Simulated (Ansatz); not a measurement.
Run report: SnO$_{2}$, single-point calculation (part 2 of 2)

SnO$_{2}$ (slab, 30 atoms in the cell); DFT PBEsol, scalar-relativistic, plane waves, PAW, no spin polarisation (Ansatz 0.2.0); cutoff 420 eV, 6×5×1 k-mesh, Gaussian smearing of 0.05 eV. The structure derives from an entry of the Crystallography Open Database.

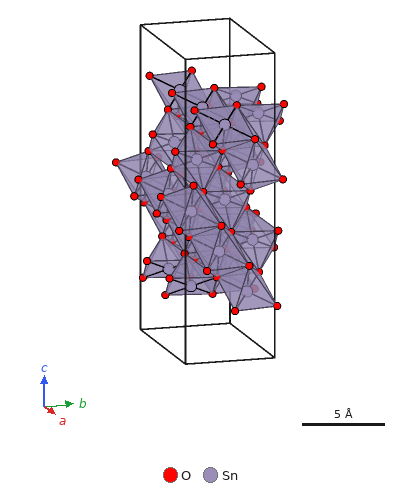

Figure 1. The structure (polyhedral view of the 2 × 1 repeat of the cell, with the vacuum cut short, seen slightly off an axis; polyhedra are completed across the faces of the cell).

Output, continued:
```
  k-point 0: bands = ["-20.2790", "-20.2199", "-20.2044", "-20.1548", "-20.0946", "-20.0941", "-20.0186", "-19.8533", "-19.6260", "-19.6157", "-19.5667", "-19.5445", "-19.5183", "-19.4656", "-19.4051", "-19.3905", "-19.3818", "-19.3641", "-19.3626", "-19.3600", "-19.3359", "-19.3342", "-19.2974", "-19.2950", "-19.2917", "-19.2897", "-19.2759", "-19.2669", "-19.2664", "-19.2365", "-19.2258", "-19.2123", "-19.1937", "-19.1824", "-19.1814", "-19.1732", "-19.1580", "-19.1550", "-19.1434", "-19.1295",
      "-19.1281", "-19.1242", "-19.1235", "-19.1144", "-19.1125", "-19.1096", "-19.1033", "-19.1018", "-19.0913", "-19.0874", "-18.0201", "-17.8087", "-17.4086", "-16.9247", "-16.5159", "-16.2186", "-16.1671", "-16.0837", "-15.9849", "-15.9654", "-15.6791", "-15.2111", "-14.9564", "-14.9283", "-14.7929", "-14.6952", "-14.6754", "-14.5835", "-13.7302", "-13.7289", "-7.4033", "-7.2152", "-6.8517", "-6.4448", "-6.2369", "-5.9577", "-5.2683", "-4.6576", "-4.6318", "-4.2796",
      "-4.2443", "-4.0757", "-3.7998", "-3.5960", "-3.4560", "-3.4098", "-3.3699", "-3.2976", "-3.2085", "-3.0870", "-3.0231", "-2.8533", "-2.7503", "-2.4790", "-2.4097", "-2.2820", "-2.2253", "-2.0126", "-1.5880", "-1.4410", "-1.3445", "-1.3328", "-1.1016", "-1.0602", "-1.0360", "-1.0217", "-0.9258", "-0.8718", "-0.4798", "-0.4330", "-0.4176", "-0.3581", "-0.3511", "-0.2526", "-0.2109", "-0.1932", "-0.1282", "-0.1170", "-0.0966", "-0.0293",
      "0.0937", "0.2158", "0.3200", "0.3236", "0.3838", "0.5656", "0.7493", "0.7560", "1.1183", "1.1512", "1.4517", "1.7029", "3.2359", "4.7863", "4.9868", "4.9987", "6.1116", "6.7180", "6.9326", "6.9367", "6.9761", "7.0329", "7.4511", "7.5057", "7.6287", "7.6451", "8.1981", "8.2865", "8.3079", "8.5108", "8.5675", "8.7442", "8.9814", "9.1443", "9.5046", "9.5738", "9.5939", "9.8287", "10.0144", "10.5353"]
  k-point 1: bands = ["-20.2379", "-20.1899", "-20.1645", "-20.1161", "-20.0777", "-20.0577", "-19.9690", "-19.8619", "-19.6986", "-19.6764", "-19.5672", "-19.5623", "-19.4973", "-19.4964", "-19.4297", "-19.4144", "-19.4085", "-19.3798", "-19.3791", "-19.3760", "-19.3655", "-19.3484", "-19.3153", "-19.3031", "-19.2910", "-19.2881", "-19.2811", "-19.2777", "-19.2750", "-19.2518", "-19.2225", "-19.2125", "-19.1903", "-19.1829", "-19.1796", "-19.1683", "-19.1588", "-19.1576", "-19.1388", "-19.1333",
      "-19.1290", "-19.1285", "-19.1221", "-19.1177", "-19.1155", "-19.1129", "-19.1065", "-19.1044", "-19.0931", "-19.0900", "-17.9322", "-17.7052", "-17.2829", "-16.7748", "-16.7669", "-16.5968", "-16.3550", "-15.9382", "-15.9315", "-15.5636", "-15.5427", "-15.1401", "-14.8715", "-14.8604", "-14.8091", "-14.8082", "-14.7636", "-14.6678", "-13.8687", "-13.8670", "-7.3793", "-7.1314", "-6.7036", "-6.2205", "-6.2026", "-5.8801", "-5.5898", "-4.7403", "-4.5524", "-4.3953",
      "-3.9928", "-3.9611", "-3.8993", "-3.5807", "-3.3562", "-3.3040", "-3.2978", "-3.1623", "-3.0794", "-2.9935", "-2.9806", "-2.8677", "-2.6938", "-2.5089", "-2.4299", "-2.1588", "-2.0651", "-2.0438", "-1.7470", "-1.5643", "-1.4807", "-1.3486", "-1.2397", "-1.1849", "-1.0199", "-1.0017", "-0.9483", "-0.8257", "-0.7789", "-0.7383", "-0.6521", "-0.5109", "-0.4865", "-0.4036", "-0.3428", "-0.3329", "-0.2519", "-0.1672", "-0.1298", "-0.0708",
      "0.0990", "0.1803", "0.3641", "0.3694", "0.3853", "0.4935", "0.7301", "0.7337", "1.0694", "1.0825", "1.9364", "2.1126", "3.5690", "4.6594", "4.6657", "5.0095", "6.2401", "6.2652", "6.4873", "7.0372", "7.1398", "7.2966", "7.5325", "7.6825", "7.7941", "7.8248", "8.3193", "8.5301", "8.5626", "8.5907", "8.8321", "8.9136", "9.1284", "9.4007", "9.5528", "9.5858", "9.8570", "9.9660", "10.3677", "10.4711"]
  k-point 2: bands = ["-20.1331", "-20.1153", "-20.0736", "-20.0614", "-20.0503", "-19.9566", "-19.9388", "-19.8284", "-19.8055", "-19.7423", "-19.6474", "-19.6244", "-19.6156", "-19.5762", "-19.5138", "-19.4977", "-19.4111", "-19.4104", "-19.3824", "-19.3760", "-19.3560", "-19.3392", "-19.3290", "-19.3128", "-19.2876", "-19.2863", "-19.2855", "-19.2848", "-19.2724", "-19.2668", "-19.2165", "-19.2132", "-19.1826", "-19.1800", "-19.1742", "-19.1666", "-19.1563", "-19.1526", "-19.1419", "-19.1416",
      "-19.1297", "-19.1246", "-19.1236", "-19.1216", "-19.1211", "-19.1178", "-19.1139", "-19.1118", "-19.0957", "-19.0947", "-17.6722", "-17.4317", "-17.2592", "-17.0458", "-16.9852", "-16.6437", "-16.4043", "-16.0558", "-15.5547", "-15.2892", "-15.2008", "-15.1218", "-15.0233", "-14.9251", "-14.9145", "-14.8806", "-14.6042", "-14.5831", "-14.2139", "-14.2066", "-7.1732", "-6.8053", "-6.7333", "-6.2441", "-6.2364", "-5.5791", "-5.5412", "-5.0478", "-4.7553", "-4.1909",
      "-4.0465", "-3.7924", "-3.6716", "-3.5509", "-3.4306", "-3.3080", "-3.2149", "-2.9651", "-2.9291", "-2.8026", "-2.7276", "-2.4696", "-2.3548", "-2.3238", "-2.2330", "-2.1677", "-2.0639", "-2.0414", "-1.8146", "-1.7501", "-1.7118", "-1.5612", "-1.5008", "-1.4515", "-1.3636", "-1.3143", "-1.1678", "-1.0752", "-1.0696", "-1.0198", "-0.9209", "-0.7153", "-0.6972", "-0.6133", "-0.4411", "-0.3981", "-0.3222", "-0.3103", "-0.1148", "-0.0799",
      "0.0010", "0.1355", "0.4390", "0.4527", "0.4644", "0.4660", "0.7177", "0.7219", "0.8678", "0.8746", "2.9282", "2.9735", "3.8924", "3.8958", "4.3423", "5.2969", "5.5021", "6.0269", "6.5896", "6.8868", "7.5408", "7.6480", "7.7636", "7.9324", "8.0443", "8.3213", "8.3523", "8.5548", "8.8598", "9.0255", "9.0905", "9.2365", "9.3534", "9.5380", "9.7312", "9.7399", "9.8077", "10.1410", "10.1429", "10.5282"]
  k-point 11: bands = ["-20.2047", "-20.2047", "-20.0914", "-20.0914", "-20.0258", "-20.0258", "-19.9400", "-19.9400", "-19.9040", "-19.9040", "-19.5860", "-19.5860", "-19.5095", "-19.5095", "-19.4563", "-19.4563", "-19.3867", "-19.3867", "-19.3790", "-19.3790", "-19.3455", "-19.3455", "-19.3393", "-19.3392", "-19.2855", "-19.2855", "-19.2833", "-19.2833", "-19.2634", "-19.2634", "-19.2150", "-19.2150", "-19.1867", "-19.1867", "-19.1629", "-19.1629", "-19.1476", "-19.1476", "-19.1385", "-19.1385",
      "-19.1262", "-19.1262", "-19.1194", "-19.1194", "-19.1155", "-19.1155", "-19.1104", "-19.1104", "-19.0905", "-19.0905", "-16.8650", "-16.8650", "-16.7184", "-16.7184", "-16.5886", "-16.5886", "-16.4487", "-16.4487", "-16.0931", "-16.0931", "-15.6633", "-15.6633", "-15.2043", "-15.2043", "-14.8248", "-14.8248", "-14.5112", "-14.5110", "-14.2925", "-14.2923", "-6.4374", "-6.4374", "-6.0723", "-6.0723", "-5.7652", "-5.7652", "-5.3540", "-5.3540", "-5.0300", "-5.0300",
      "-4.4996", "-4.4996", "-3.9303", "-3.9303", "-3.3636", "-3.3636", "-3.2995", "-3.2995", "-3.0562", "-3.0562", "-2.8969", "-2.8969", "-2.7566", "-2.7566", "-2.4441", "-2.4441", "-2.0209", "-2.0209", "-1.8827", "-1.8827", "-1.4220", "-1.4220", "-1.2963", "-1.2963", "-0.8790", "-0.8790", "-0.7837", "-0.7836", "-0.6454", "-0.6454", "-0.4721", "-0.4721", "-0.4261", "-0.4261", "-0.3127", "-0.3126", "-0.1854", "-0.1854", "-0.1426", "-0.1425",
      "-0.0999", "-0.0999", "0.4378", "0.4379", "0.5398", "0.5399", "0.7549", "0.7551", "0.8006", "0.8008", "3.8067", "3.8069", "4.1287", "4.1289", "5.3786", "5.3786", "5.7610", "5.7610", "6.3363", "6.3363", "7.5772", "7.5773", "7.8267", "7.8268", "8.3736", "8.3736", "8.6906", "8.6906", "8.8416", "8.8416", "9.2942", "9.2942", "9.4877", "9.4878", "10.0508", "10.0508", "10.3085", "10.3085", "10.4885", "10.4885"]
```

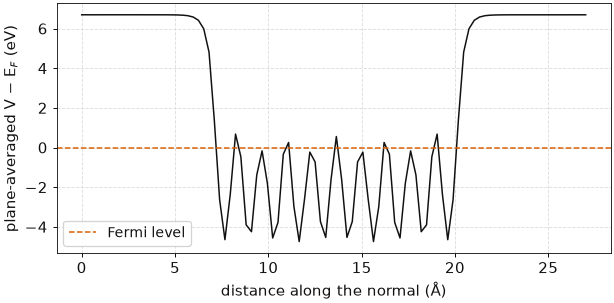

Figure 2. Plane average of the electrostatic potential energy of an electron across the cell, from the Fermi level. The vacuum level lies 6.70 eV above the Fermi level.

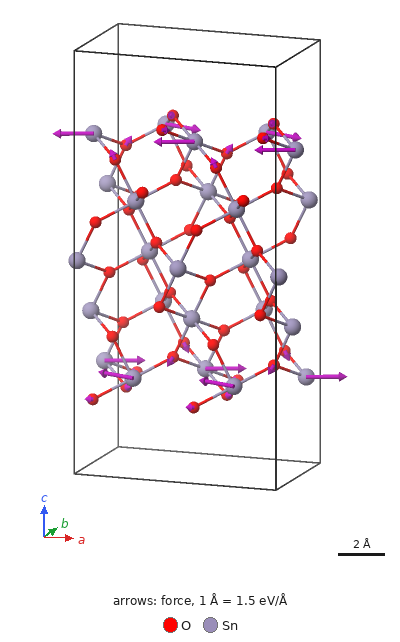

Figure 3. Forces on the atoms as pink arrows (ball-and-stick view of the 2 × 1 repeat of the cell, with the vacuum cut short, seen slightly off an axis); the smallest are left out. The largest act on Sn3, Sn4, Sn27, Sn28 (2.77 eV/Å). Atoms are counted from 1 in the order of the input and aren't labelled in the picture. The geometry is not a stationary point of this energy.

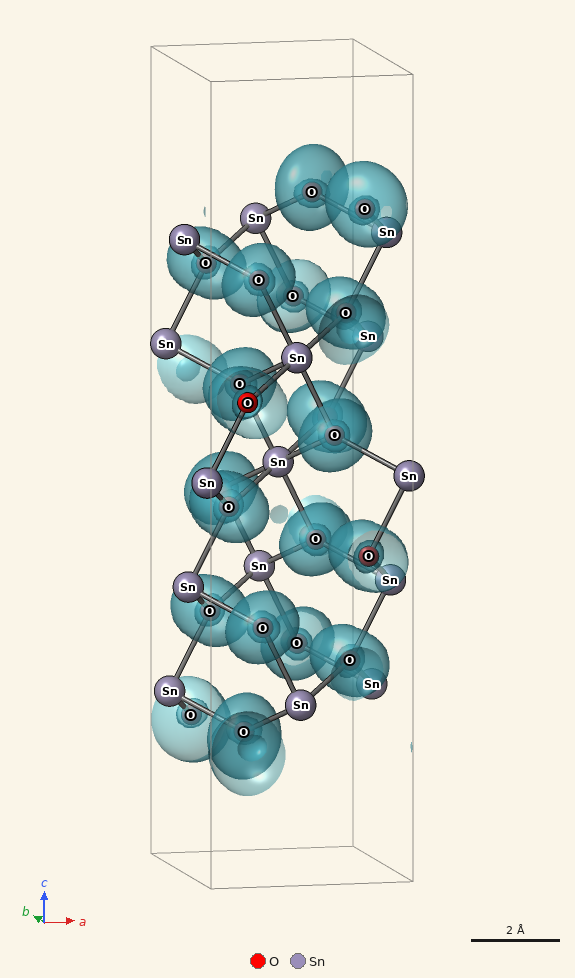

Figure 4. Isosurface of the ELF at 0.7 (cyan), seen slightly off an axis. Only the valence region is drawn (cores and ρ < 0.01 e/Å³ removed). Sticks mark near contacts. Counts are for one cell; the picture repeats the cell along the surface. Profiles from the grid: Sn–O (2.07 Å): the ELF is about 0.25 at the midpoint. In a PAW calculation such maps are meaningful between the atoms, not at the nuclei.

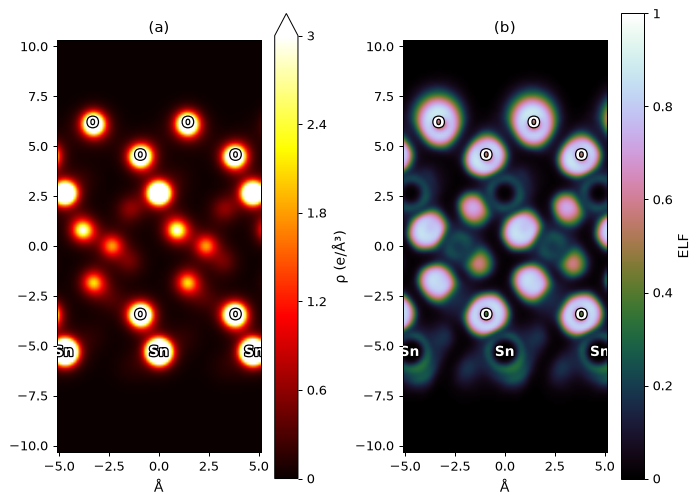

Figure 5. (a) valence pseudo-density; (b) ELF on the (010) plane of the calculation cell, a cut from vacuum to vacuum. The plane passes through Sn and O nuclei. Sn–O (2.07 Å): ρ at the midpoint is about 0.65 e/Å³; the ELF is about 0.25 at the midpoint. The density dies away to nearly zero in the vacuum.

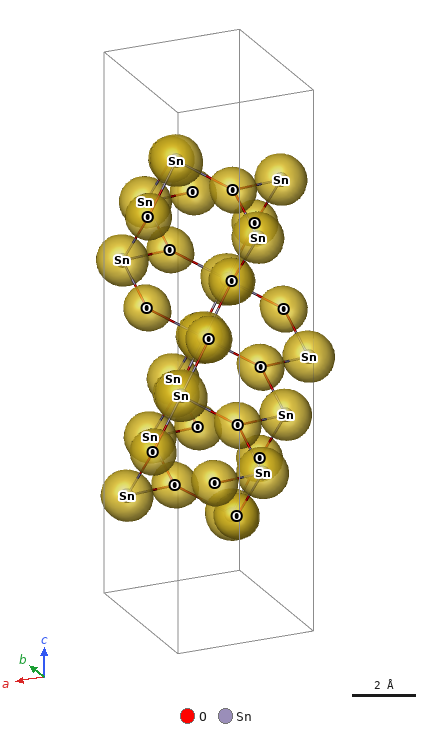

Figure 6. Isosurface of the valence electron density at 1 e/Å³ (yellow), seen at an oblique angle. Sticks mark near contacts. At this value the density breaks into separate islands; it holds about 70 % of the electrons treated as valence (semicore included). It is pinched off along the Sn–O (2.07 Å) contacts. On the grid the lowest density along these lines, outside the cores, is 0.66 e/Å³ (Sn–O, 2.07 Å).

Summary:

- outcome: converged
- electrons treated: 260
- free energy: −70708.6839 eV
- work function, top face: 6.70 eV
- work function, bottom face: 6.70 eV
- Fermi energy: 1.302 eV
- gap on the k-point mesh: 0.30 eV
- work function (upper face): 6.70 eV
- largest force (length of the vector): 2.775 eV/Å
- hardware: 4 threads of Intel Xeon @ 2.50GHz (Skylake/Cascade Lake), 64 GiB of memory available, shared host
- wall time: 57 s (CPU time 3.6 min)
- peak memory: 2.9 GiB

Notes:

Warnings of the run: the exchange-correlation potential is rough where the density is thin.
